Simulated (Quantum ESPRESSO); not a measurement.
# Energy and gap at +3 % biaxial strain: 2H-MoS2, 1 layer

**Set-up.** Quantum ESPRESSO 7.5 driven by ASE, PBE, GBRV ultrasoft, ESM (bc1); atomic heights clamped; cell area 8.784 Å² at zero strain.

| strain (%) | energy (meV a cell) | gap on the mesh (eV) |
| --- | --- | --- |
| −3 | 103.53 | 1.925 |
| −1.5 | 23.99 | 1.825 |
| 0 | 0.00 | 1.658 |
| +1.5 | 25.73 | 1.410 |

One more run was made and is withheld. What are energy and gap at +3 %, and how stiff is the sheet?

**Fit.** About zero, E'' = (23.99 + 25.73 − 2 × 0.00)/1.5² = 22.10 meV per %² and E' = (25.73 − 23.99)/3 = 0.58 meV per %. With E = A K ε², where K = (C11 + C22)/2 + C12 (C11 + C12 for a hexagonal sheet), K = 22.10 × 10/(2 × 8.784) × 16.02 = 202 N/m. The parabola gives E(+3 %) = 0.00 + 3 × (0.58) + 4.5 × 22.10 = 101.2 meV. Continuing the last slope, the gap is 2 × 1.410 − 1.658 = 1.162 eV.

**The withheld run.** E = 95.6 meV and the gap 1.185 eV. The parabola misses by +5.6 meV, too high, since bonds soften under tension. The gap's line misses by −0.023 eV.

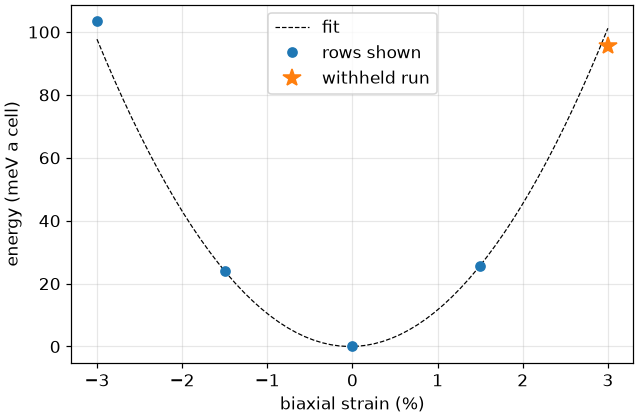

The rows shown, the fit and the withheld run.

**Limits.** Clamped heights stiffen sheets with several planes. Semilocal gap, no spin-orbit coupling.
